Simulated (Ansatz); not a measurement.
## Run report: Ti2Al11, geometry relaxation (part 1 of 2)

Ti2Al11 (slab, 13 atoms in the cell), computed with DFT PBE+D3(BJ), scalar-relativistic, plane waves, PAW, no spin polarisation (Ansatz 0.2.0).

The structure derives from a Materials Project entry. The input holds or restrains some coordinates. Forces given for the steps count only the free coordinates. It belongs to a series of runs on one base structure; here: Ti vacancy, atoms relaxed.

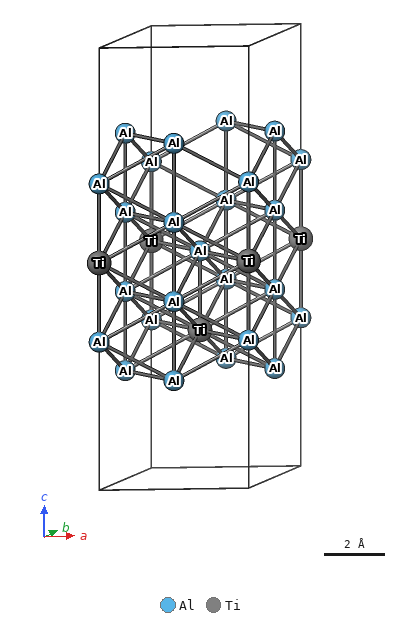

*The structure as given in the input (ball-and-stick view of the cell of the calculation, with the vacuum cut short, seen slightly off an axis). An atom can appear more than once, as a periodic image.*

The input
```yaml
crystal:
  lattice:
    - [5.06248788, 0.0, 0.0]
    - [2.17669008, 4.57064588, 0.0]
    - [0.0, 0.0, 25.1081395792]
  atoms:
    - { symbol: Al, position: [0.5, 0.0, 0.338535636] }
    - { symbol: Al, position: [0.0, 0.5, 0.338535636] }
    - { symbol: Ti, position: [0.5, 0.5, 0.3923570976] }
    - { symbol: Al, position: [0.0, 0.0, 0.3923570976] }
    - { symbol: Al, position: [0.0, 0.5, 0.4461785488] }
    - { symbol: Al, position: [0.5, 0.0, 0.4461785488] }
    - { symbol: Ti, position: [0.0, 0.0, 0.5] }
    - { symbol: Al, position: [0.5, 0.5, 0.5] }
    - { symbol: Al, position: [0.5, 0.0, 0.5538214512] }
    - { symbol: Al, position: [0.0, 0.5, 0.5538214512] }
    - { symbol: Al, position: [0.0, 0.0, 0.6076429024] }
    - { symbol: Al, position: [0.0, 0.5, 0.661464364] }
    - { symbol: Al, position: [0.5, 0.0, 0.661464364] }
basis:
  ecutwfc: 420.0
  fft_grid_basis: typed
kpoints:
  mp_grid: { grid: [6, 6, 1] }
hamiltonian:
  xc: pbe
  dispersion: d3bj
  pseudopotentials: { kind: paw }
scf:
  occupations: { method: gaussian, width: 0.1 }
output:
  forces: true
  eigenvalues: true
efield:
  axis: 3
  dipole_correction: true
  ramp_width: 0.04
relax:
  adjacent_minimum: "off"
  f_tol: 0.04
  max_steps: 40
  constraints: [{ sites: [0, 1, 2, 3, 4, 5] }]
```

Launch command:
```bash
ansatz run input.yaml --threads 2 --pin off --max-ram 4423MiB --backend cpu --events-out ev --progress --plain --runs-dir out
```

Output
```
Engine: ansatz 0.2.0, x86_64-unknown-linux-gnu
Pseudopotentials: kind: paw
Pseudopotential: Al, paw, valence charge 3, recommended cutoff 420 eV (normal), Al.paw.azcp
Pseudopotential: Ti, paw, valence charge 12, recommended cutoff 420 eV (normal), Ti.paw.azcp
Functional definition: PBE
  parameter kappa = 0.804
  parameter beta = 0.06672455060314922
  exchange = pbe_x(kappa = kappa, mu = beta*pi^2/3)
  correlation = pbe_c(beta = beta)
Crystal: 13 atoms, lattice volume = 580.973 Å³
Basis set: ecut = 420 eV, 11353 PW (Γ), exchange–correlation on 72×72×360 points (8 copies of the dense FFT grid, shifted against one another)
Bands: 42, of which v1, the nominal top of the filled ones, is band 29 counted from 1 (28 counted from 0)
Symmetry: 4 space group operations
Space group: Cmm2 (ITA 35), of the structure as read, at distance tolerance 8.3e-5 Å
k-points: 13 of 36
Non-local potential: Al, projectors of the file, l = 0: 2, l = 1: 2, l = 2: 1
Non-local potential: Ti, projectors of the file, l = 0: 3, l = 1: 2, l = 2: 3, l = 3: 1
PAW form: soft (Blöchl's): semilocal exchange-correlation on the pseudo side does not see the compensation charge
PAW one-centre angular grid: Al, 110 points (default); XC on 64 Gauss nodes
PAW one-centre angular grid: Ti, 590 points (default); XC on 64 Gauss nodes
Initial density: superposition of atomic densities (neutral atoms: chi_scale 0, normalization atom), corrected by the library's trained network
Initial wavefunctions: pseudopotential atomic-orbital guess
Functional: x = pbe(κ = 0.804, μ = 0.2195149727645171), c = pbe(β = 0.06672455060314922)
SCF iter   1: F=—  HF=-10914.323437 eV  |F-HF|=—  |Δ(HF+E_count)|=         —  Δρ=4.51e-3  dr2=3.41e0  ethr=1.77e-3  p=-0.053 e·Å  D=-1.66e-2 V/Å  ΔV_dip=0.42 eV  dr2_dipole=1.71e0  V_vac-E_F(+/−)=4.48/4.06 eV  ⟨swp⟩=10.9  Hψ=3226  notcnv=0
efield: sawtooth ramp at fractional position 0.9800 (placed from the atoms, in the widest stretch of the axis that holds none; the zero of the levels goes with the place), width 0.0400; the density the first Hamiltonian is built on has a dipole p = -0.053 e·Å; the dipole correction subtracts the counter field D = -1.66e-2 V/Å, which shifts the + side's vacuum level by +0.42 eV against the − side's; the planar-averaged density in the ramp window peaks in size at 7.8e-6 e/Å³
preconditioner: auto → LDOS  [metal: Δε(μ)=0.082 eV  Ē_g=5.222 eV  σ=0.100 eV  W_gap=0.42  n_scr=68 (ndim 8)  ℏωp=9.9 eV  f_vac=0.507  D(μ)=7.36/eV (n_scr^D=38)  β→1.0]
SCF iter   2: F=—  HF=-10914.225653 eV  |F-HF|=—  |Δ(HF+E_count)|=   9.78e-2  Δρ=1.42e-3  dr2=1.68e-2  ethr=1.77e-3  p=-0.015 e·Å  D=-4.58e-3 V/Å  ΔV_dip=0.12 eV  dr2_dipole=2.38e-4  V_vac-E_F(+/−)=4.26/4.14 eV  ⟨swp⟩=1.2  Hψ=652  notcnv=0  defer=17
SCF iter   3: F=—  HF=-10914.227148 eV  |F-HF|=—  |Δ(HF+E_count)|=   1.50e-3  Δρ=5.99e-4  dr2=8.24e-3  ethr=2.95e-5  p=-0.011 e·Å  D=-3.27e-3 V/Å  ΔV_dip=0.08 eV  dr2_dipole=2.26e-3  V_vac-E_F(+/−)=4.25/4.17 eV  ⟨swp⟩=2.2  Hψ=851  notcnv=0  defer=49
SCF iter   4: F=—  HF=-10914.226726 eV  |F-HF|=—  |Δ(HF+E_count)|=   4.22e-4  Δρ=1.99e-4  dr2=8.04e-4  ethr=1.45e-5  p=-0.009 e·Å  D=-2.78e-3 V/Å  ΔV_dip=0.07 eV  dr2_dipole=6.09e-5  V_vac-E_F(+/−)=4.23/4.16 eV  ⟨swp⟩=2.3  Hψ=747  notcnv=0  defer=49
SCF iter   5: F=—  HF=-10914.226663 eV  |F-HF|=—  |Δ(HF+E_count)|=   6.32e-5  Δρ=7.65e-5  dr2=1.31e-4  ethr=1.41e-6  p=-0.007 e·Å  D=-2.10e-3 V/Å  ΔV_dip=0.05 eV  dr2_dipole=4.67e-6  V_vac-E_F(+/−)=4.22/4.17 eV  ⟨swp⟩=2.2  Hψ=686  notcnv=0  defer=48
SCF iter   6: F=-10914.226656 eV  HF=-10914.226668 eV  |F-HF|=1.13e-5  |Δ(HF+E_count)|=   4.43e-6  Δρ=3.02e-5  dr2=1.36e-5  ethr=7.02e-8  p=-0.006 e·Å  D=-1.96e-3 V/Å  ΔV_dip=0.05 eV  dr2_dipole=1.71e-6  V_vac-E_F(+/−)=4.22/4.17 eV  ⟨swp⟩=16.3  Hψ=3365  notcnv=0
SCF 1 converged in 6 iterations: F = -10914.226656 eV  dr2 = 1.36e-5
  greatest PAW one-centre occupation: 0.999 electrons in one spin orbital (limit 2), on the Ti atom at site 6 (counted from 0), in its partial waves of l = 0
relax step   1: F+E_penalty+E_count = -10914.22665636 eV  Δ(F+E_penalty+E_count) = +0.000e0 eV  max|allowed force component| = 6.343e-1 eV/Å  Δτ_max = 0.0000 Å  (6 SCF iters, dr2 threshold 4.00e-5 eV, accepted)
Initial density: handed on by an earlier stage of this run
Initial wavefunctions: those handed on with the density
iter 1 solved again at ethr=2.54e-4 eV; its pass at ethr=3.10e-3 eV (dr2=1.45e-1 eV) is discarded
SCF iter   1: F=—  HF=-10914.286069 eV  |F-HF|=—  |Δ(HF+E_count)|=         —  Δρ=2.26e-3  dr2=1.47e-1  ethr=2.54e-4  p=-0.006 e·Å  D=-1.96e-3 V/Å  ΔV_dip=0.05 eV  dr2_dipole=2.30e-2  V_vac-E_F(+/−)=4.20/4.16 eV  ⟨swp⟩=1.0  Hψ=1832  notcnv=0  defer=65
efield: sawtooth ramp at fractional position 0.9800 (handed on by an earlier solve), width 0.0400; the density the first Hamiltonian is built on has a dipole p = -0.006 e·Å; the dipole correction subtracts the counter field D = -1.96e-3 V/Å, which shifts the + side's vacuum level by +0.05 eV against the − side's; the planar-averaged density in the ramp window peaks in size at 1.5e-6 e/Å³
preconditioner: auto → LDOS  [metal: Δε(μ)=0.038 eV  Ē_g=5.201 eV  σ=0.100 eV  W_gap=0.21  n_scr=68 (ndim 8)  ℏωp=9.9 eV  f_vac=0.507  D(μ)=8.67/eV (n_scr^D=50)  β→1.0]
SCF iter   2: F=—  HF=-10914.276776 eV  |F-HF|=—  |Δ(HF+E_count)|=   9.29e-3  Δρ=1.51e-3  dr2=3.12e-2  ethr=2.54e-4  p=-0.002 e·Å  D=-6.93e-4 V/Å  ΔV_dip=0.02 eV  dr2_dipole=3.36e-4  V_vac-E_F(+/−)=4.20/4.19 eV  ⟨swp⟩=2.1  Hψ=705  notcnv=0  defer=65
SCF iter   3: F=—  HF=-10914.273608 eV  |F-HF|=—  |Δ(HF+E_count)|=   3.17e-3  Δρ=4.78e-4  dr2=5.00e-3  ethr=5.47e-5  p=-0.004 e·Å  D=-1.35e-3 V/Å  ΔV_dip=0.03 eV  dr2_dipole=4.67e-4  V_vac-E_F(+/−)=4.20/4.17 eV  ⟨swp⟩=2.2  Hψ=746  notcnv=0  defer=65
SCF iter   4: F=—  HF=-10914.273142 eV  |F-HF|=—  |Δ(HF+E_count)|=   4.67e-4  Δρ=1.55e-4  dr2=4.98e-4  ethr=8.77e-6  p=-0.004 e·Å  D=-1.11e-3 V/Å  ΔV_dip=0.03 eV  dr2_dipole=4.97e-5  V_vac-E_F(+/−)=4.20/4.17 eV  ⟨swp⟩=1.8  Hψ=640  notcnv=0  defer=67
SCF iter   5: F=—  HF=-10914.273125 eV  |F-HF|=—  |Δ(HF+E_count)|=   1.68e-5  Δρ=5.06e-5  dr2=4.19e-5  ethr=8.73e-7  p=-0.004 e·Å  D=-1.12e-3 V/Å  ΔV_dip=0.03 eV  dr2_dipole=1.48e-6  V_vac-E_F(+/−)=4.20/4.17 eV  ⟨swp⟩=2.2  Hψ=671  notcnv=0  defer=67
SCF iter   6: F=-10914.273127 eV  HF=-10914.273128 eV  |F-HF|=1.11e-6  |Δ(HF+E_count)|=   3.48e-6  Δρ=1.16e-5  dr2=2.08e-6  ethr=4.41e-8  p=-0.004 e·Å  D=-1.11e-3 V/Å  ΔV_dip=0.03 eV  dr2_dipole=1.21e-7  V_vac-E_F(+/−)=4.20/4.17 eV  ⟨swp⟩=16.4  Hψ=2945  notcnv=0
SCF 2 converged in 6 iterations: F = -10914.273127 eV  dr2 = 2.08e-6
relax step   2: F+E_penalty+E_count = -10914.27312713 eV  Δ(F+E_penalty+E_count) = -4.647e-2 eV  max|allowed force component| = 9.475e-2 eV/Å  Δτ_max = 0.1370 Å  (6 SCF iters, dr2 threshold 2.51e-5 eV, accepted)
SCF iter   1: F=—  HF=-10914.275260 eV  |F-HF|=—  |Δ(HF+E_count)|=         —  Δρ=4.01e-4  dr2=6.93e-3  ethr=4.63e-5  p=-0.004 e·Å  D=-1.11e-3 V/Å  ΔV_dip=0.03 eV  dr2_dipole=1.10e-3  V_vac-E_F(+/−)=4.20/4.17 eV  ⟨swp⟩=2.0  Hψ=1068  notcnv=0  defer=67
efield: sawtooth ramp at fractional position 0.9800 (handed on by an earlier solve), width 0.0400; the density the first Hamiltonian is built on has a dipole p = -0.004 e·Å; the dipole correction subtracts the counter field D = -1.11e-3 V/Å, which shifts the + side's vacuum level by +0.03 eV against the − side's; the planar-averaged density in the ramp window peaks in size at 1.7e-6 e/Å³
preconditioner: auto → LDOS  [metal: Δε(μ)=0.034 eV  Ē_g=5.183 eV  σ=0.100 eV  W_gap=0.19  n_scr=68 (ndim 8)  ℏωp=9.9 eV  f_vac=0.507  D(μ)=8.66/eV (n_scr^D=50)  β→1.0]
SCF iter   2: F=—  HF=-10914.274712 eV  |F-HF|=—  |Δ(HF+E_count)|=   5.49e-4  Δρ=2.25e-4  dr2=8.37e-4  ethr=1.22e-5  p=-0.003 e·Å  D=-8.51e-4 V/Å  ΔV_dip=0.02 eV  dr2_dipole=1.46e-5  V_vac-E_F(+/−)=4.19/4.17 eV  ⟨swp⟩=2.1  Hψ=847  notcnv=0  defer=67
SCF iter   3: F=—  HF=-10914.274665 eV  |F-HF|=—  |Δ(HF+E_count)|=   4.69e-5  Δρ=7.54e-5  dr2=1.27e-4  ethr=1.47e-6  p=-0.003 e·Å  D=-7.95e-4 V/Å  ΔV_dip=0.02 eV  dr2_dipole=2.70e-6  V_vac-E_F(+/−)=4.19/4.17 eV  ⟨swp⟩=2.4  Hψ=817  notcnv=0  defer=67
SCF iter   4: F=—  HF=-10914.274653 eV  |F-HF|=—  |Δ(HF+E_count)|=   1.16e-5  Δρ=2.01e-5  dr2=1.10e-5  ethr=2.22e-7  p=-0.003 e·Å  D=-7.88e-4 V/Å  ΔV_dip=0.02 eV  dr2_dipole=3.47e-7  V_vac-E_F(+/−)=4.19/4.17 eV  ⟨swp⟩=2.3  Hψ=764  notcnv=0  defer=67
SCF iter   5: F=—  HF=-10914.274470 eV  |F-HF|=—  |Δ(HF+E_count)|=   1.83e-4  Δρ=9.41e-6  dr2=2.29e-6  ethr=1.93e-8  p=-0.003 e·Å  D=-7.84e-4 V/Å  ΔV_dip=0.02 eV  dr2_dipole=2.08e-7  V_vac-E_F(+/−)=4.19/4.17 eV  ⟨swp⟩=2.2  Hψ=722  notcnv=0  defer=67
SCF iter   6: F=—  HF=-10914.274470 eV  |F-HF|=—  |Δ(HF+E_count)|=   1.94e-7  Δρ=2.11e-6  dr2=1.50e-7  ethr=4.02e-9  p=-0.003 e·Å  D=-7.91e-4 V/Å  ΔV_dip=0.02 eV  dr2_dipole=4.27e-8  V_vac-E_F(+/−)=4.19/4.17 eV  ⟨swp⟩=1.3  Hψ=500  notcnv=0  defer=67
SCF iter   7: F=-10914.274471 eV  HF=-10914.274471 eV  |F-HF|=3.90e-9  |Δ(HF+E_count)|=   1.95e-8  Δρ=7.14e-7  dr2=1.05e-8  ethr=1.75e-10  p=-0.003 e·Å  D=-7.95e-4 V/Å  ΔV_dip=0.02 eV  dr2_dipole=1.71e-9  V_vac-E_F(+/−)=4.19/4.17 eV  ⟨swp⟩=13.7  Hψ=2603  notcnv=0
SCF 3 converged in 7 iterations: F = -10914.274471 eV  dr2 = 1.05e-8
relax step   3: F+E_penalty+E_count = -10914.27447052 eV  Δ(F+E_penalty+E_count) = -1.343e-3 eV  max|allowed force component| = 1.113e-2 eV/Å  Δτ_max = 0.0115 Å  (7 SCF iters, accepted)
```

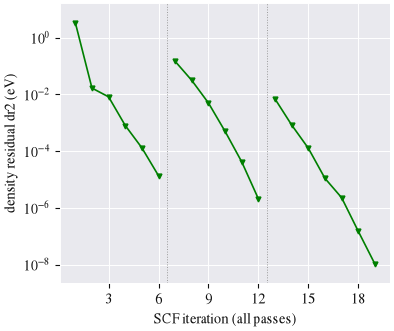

*Convergence of the self-consistent field: density residual dr2 against the SCF iteration. The dotted lines part the SCF passes of the relaxation: geometry steps, rejected trials and re-solves on a re-selected basis.*

The passes take 6, 6 and 7 iterations.

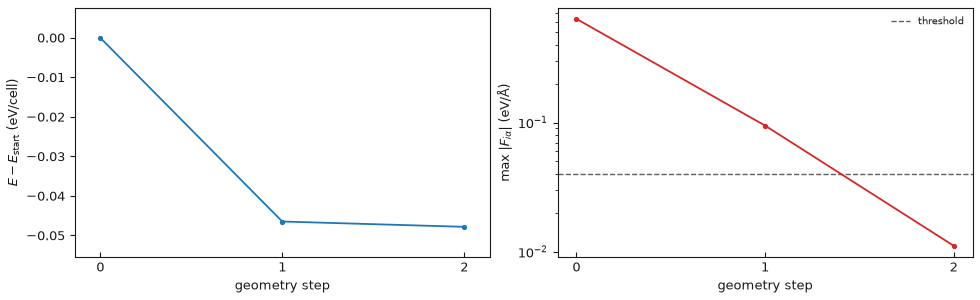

*Progress of the restrained relaxation, step by step (the first geometry is step 0 here and step 1 in the log).*
